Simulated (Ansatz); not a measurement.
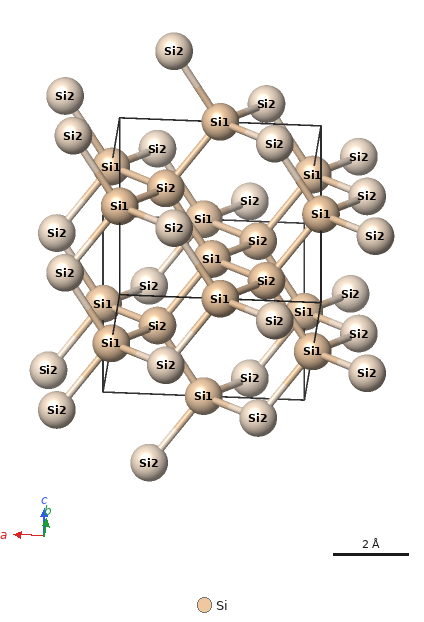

The input geometry of the first run (ball-and-stick view of the cell 4 times as large as that of the calculation, set on its symmetry axes, seen at an oblique angle; neighbours outside the cell are drawn fainter; atoms are numbered from 1 in the order of the input).

## Two runs on Si

System: Si (Fd-3m, 2 atoms in the cell).
Method of the first run: DFT PBE, scalar-relativistic, plane waves, PAW, no spin polarisation (Ansatz 0.2.0).

Text and figures count atoms from 1; the logs count them from 0 in places.

The input, the first run:
```yaml
crystal:
  lattice:
    - [0.0, 2.7278276325, 2.7278276325]
    - [2.7278276325, 0.0, 2.7278276325]
    - [2.7278276325, 2.7278276325, 0.0]
  atoms:
    - { symbol: Si, position: [0.5, 0.5, 0.5] }
    - { symbol: Si, position: [0.75, 0.75, 0.75] }
basis:
  ecutwfc: 420
  ecutrho_ratio: 4
kpoints:
  mp_grid: { grid: [6, 6, 6] }
hamiltonian:
  xc: pbe
scf:
  occupations: { method: gaussian, width: 0.05 }
output:
  forces: true
  stress: true
  eigenvalues: true
```

Hardware: 8 threads of an x86-64 CPU, shared host.

Output, shortened to warnings, some set-up lines, iterations and results (the first run):
```
Basis set: ecut = 420 eV, 821 PW (Γ), exchange–correlation on 54×54×54 points (8 copies of the dense FFT grid, shifted against one another)
Symmetry: 48 space group operations
k-points: 16 of 216
Initial density: superposition of atomic densities (neutral atoms: chi_scale 0, normalization atom), corrected by the library's trained network
[...]
SCF iter   1: F=—  HF=-1271.595514 eV  |F-HF|=—  |Δ(HF+E_count)|=         —  Δρ=9.29e-4  dr2=1.73e-4  ethr=1.77e-3  ⟨swp⟩=5.8  Hψ=1128  notcnv=0
SCF iter   2: F=—  HF=-1271.595843 eV  |F-HF|=—  |Δ(HF+E_count)|=   3.29e-4  Δρ=4.05e-4  dr2=3.21e-5  ethr=2.17e-6  ⟨swp⟩=2.2  Hψ=322  notcnv=0
SCF iter   3: F=—  HF=-1271.595884 eV  |F-HF|=—  |Δ(HF+E_count)|=   4.17e-5  Δρ=7.83e-5  dr2=1.71e-6  ethr=4.02e-7  ⟨swp⟩=2.4  Hψ=190  notcnv=0
SCF iter   4: F=—  HF=-1271.595885 eV  |F-HF|=—  |Δ(HF+E_count)|=   6.73e-7  Δρ=2.88e-5  dr2=2.55e-7  ethr=2.14e-8  ⟨swp⟩=1.3  Hψ=138  notcnv=0
SCF iter   5: F=-1271.595885 eV  HF=-1271.595885 eV  |F-HF|=9.13e-10  |Δ(HF+E_count)|=   6.26e-8  Δρ=1.80e-6  dr2=5.49e-10  ethr=3.19e-9  ⟨swp⟩=2.2  Hψ=194  notcnv=0
SCF iter   6: F=-1271.595885 eV  HF=-1271.595885 eV  |F-HF|=5.00e-12  |Δ(HF+E_count)|=  9.80e-10  Δρ=3.38e-7  dr2=3.17e-11  ethr=6.86e-12  ⟨swp⟩=1.0  Hψ=383  notcnv=0
SCF 1 converged in 6 iterations: F = -1271.595885 eV  dr2 = 3.17e-11
SCF converged after 6 iterations
Free energy (F): -1271.595885 eV
Harris-Foulkes:  -1271.595885 eV  (|F-HF|=5.00e-12)
Internal energy: -1271.595885 eV  (E = F + TS)
E sigma→0 (E₀):  -1271.595885 eV
Fermi energy:    6.458830 eV
--- Per-component energies (eV) ---
  E_band       = 8.569923
  E_kinetic    = 80.498856
  E_local      = -55.746084  (includes V_loc(G=0)·N_el)
  E_nonlocal   = 51.823283
  E_hartree    = 15.139735
  E_xc         = -110.241563
  E_vxc        = -93.314282  (∫ρ·V_xc dr)
  E_paw        = -1025.583663  (= ΣΔE_a)
  E_vpaw       = -4.971360  (= ΣTr[D̂ρ^β])
  E_aug_tail   = 0.000012  (compensation charges beyond the density's cutoff)
  E_ewald      = -227.486462
  E_smearing   = -0.000000  (= −TS)
  E_closure    = 0.000000  (closes the sum)
  Σ components = -1271.595885   (vs F -1271.595885, Δ=0.00e0)
--- Forces (eV/Å), atoms counted from 1 ---
  atom   1  Si    -0.00000000     0.00000000    -0.00000000
  atom   2  Si    -0.00000000    -0.00000000     0.00000000
  max |Σ_I F_I| component: 7.40e-17 eV/Å
--- Stress (GPa, compression-positive) ---
        0.788647      -0.000000      -0.000000
       -0.000000       0.788647       0.000000
       -0.000000       0.000000       0.788647
  P = ⅓ Tr σ = 0.7886 GPa (7.886 kbar)
```

The input of the second run differs as follows (lines with − go, lines with + come):
```diff
-    - [0.0, 2.7278276325, 2.7278276325]
-    - [2.7278276325, 0.0, 2.7278276325]
-    - [2.7278276325, 2.7278276325, 0.0]
+    - [0.0, 2.715, 2.715]
+    - [2.715, 0.0, 2.715]
+    - [2.715, 2.715, 0.0]
```

How does the second run compare with the first run?

With the same functional and potentials, the second run lies 2.6 meV per atom higher. The pressure goes from 0.79 to 2.14 GPa. The volume per atom goes from 20.30 to 20.01 Å³. The cell is scaled evenly with the atoms at fixed fractional positions, so −ΔP/Δ ln V estimates the bulk modulus midway between the two volumes: about 95 GPa. The number of SCF iterations is the same. The plane waves at Γ go from 821 to 749.

Output, shortened to warnings, some set-up lines, iterations and results (the second run):
```
Basis set: ecut = 420 eV, 749 PW (Γ), exchange–correlation on 54×54×54 points (8 copies of the dense FFT grid, shifted against one another)
Symmetry: 48 space group operations
k-points: 16 of 216
Initial density: superposition of atomic densities (neutral atoms: chi_scale 0, normalization atom), corrected by the library's trained network
[...]
SCF iter   1: F=—  HF=-1271.590346 eV  |F-HF|=—  |Δ(HF+E_count)|=         —  Δρ=8.74e-4  dr2=1.64e-4  ethr=1.77e-3  ⟨swp⟩=5.8  Hψ=1128  notcnv=0
SCF iter   2: F=—  HF=-1271.590672 eV  |F-HF|=—  |Δ(HF+E_count)|=   3.26e-4  Δρ=3.92e-4  dr2=3.29e-5  ethr=2.04e-6  ⟨swp⟩=2.3  Hψ=330  notcnv=0
SCF iter   3: F=—  HF=-1271.590709 eV  |F-HF|=—  |Δ(HF+E_count)|=   3.70e-5  Δρ=7.95e-5  dr2=1.94e-6  ethr=4.11e-7  ⟨swp⟩=2.1  Hψ=192  notcnv=0
SCF iter   4: F=—  HF=-1271.590709 eV  |F-HF|=—  |Δ(HF+E_count)|=   1.48e-7  Δρ=3.83e-5  dr2=4.21e-7  ethr=2.42e-8  ⟨swp⟩=1.0  Hψ=128  notcnv=0
SCF iter   5: F=-1271.590709 eV  HF=-1271.590709 eV  |F-HF|=7.75e-11  |Δ(HF+E_count)|=   1.41e-7  Δρ=2.19e-6  dr2=1.50e-9  ethr=5.26e-9  ⟨swp⟩=2.7  Hψ=196  notcnv=0
SCF iter   6: F=-1271.590709 eV  HF=-1271.590709 eV  |F-HF|=9.09e-12  |Δ(HF+E_count)|=  4.37e-10  Δρ=3.88e-7  dr2=4.02e-11  ethr=1.88e-11  ⟨swp⟩=1.0  Hψ=381  notcnv=0
SCF 1 converged in 6 iterations: F = -1271.590709 eV  dr2 = 4.02e-11
SCF converged after 6 iterations
Free energy (F): -1271.590709 eV
Harris-Foulkes:  -1271.590709 eV  (|F-HF|=9.09e-12)
Internal energy: -1271.590709 eV  (E = F + TS)
E sigma→0 (E₀):  -1271.590709 eV
Fermi energy:    6.592895 eV
--- Per-component energies (eV) ---
  E_band       = 9.426167
  E_kinetic    = 80.965479
  E_local      = -54.886029  (includes V_loc(G=0)·N_el)
  E_nonlocal   = 52.008333
  E_hartree    = 14.969801
  E_xc         = -110.448653
  E_vxc        = -93.585511  (∫ρ·V_xc dr)
  E_paw        = -1025.638379  (= ΣΔE_a)
  E_vpaw       = -5.015686  (= ΣTr[D̂ρ^β])
  E_aug_tail   = 0.000012  (compensation charges beyond the density's cutoff)
  E_ewald      = -228.561273
  E_smearing   = -0.000000  (= −TS)
  E_closure    = 0.000000  (closes the sum)
  Σ components = -1271.590709   (vs F -1271.590709, Δ=0.00e0)
--- Forces (eV/Å), atoms counted from 1 ---
  atom   1  Si     0.00000000    -0.00000000    -0.00000000
  atom   2  Si     0.00000000    -0.00000000     0.00000000
  max |Σ_I F_I| component: 3.93e-17 eV/Å
--- Stress (GPa, compression-positive) ---
        2.136188      -0.000000      -0.000000
       -0.000000       2.136188      -0.000000
       -0.000000       0.000000       2.136188
  P = ⅓ Tr σ = 2.1362 GPa (21.362 kbar)
```

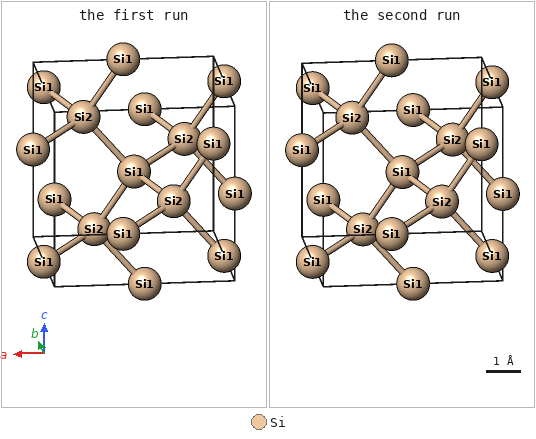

The two input geometries at one scale (ball-and-stick view of the cell 4 times as large as that of the calculation, set on its symmetry axes, seen at an oblique angle). The atoms keep their places relative to the cell (all moves are under 0.005 Å). The volume changes by −1.4 %, with a = b = c 5.456 → 5.430 Å (−0.5 %). Among the contacts that change: Si1–Si2 2.362 → 2.351 Å.

The two runs side by side:

| quantity | the first run | the second run |
| --- | --- | --- |
| outcome | converged | converged |
| free energy per atom (eV) | −635.7979 | −635.7954 |
| gap on the mesh (eV) | 0.73 | 0.70 |
| pressure (GPa) | 0.79 | 2.14 |
| volume per atom (Å³) | 20.30 | 20.01 |
| largest force (eV/Å) | 0.000 | 0.000 |
| SCF iterations | 6 | 6 |
| irreducible k-points | 16 | 16 |
| plane waves at Γ | 821 | 749 |
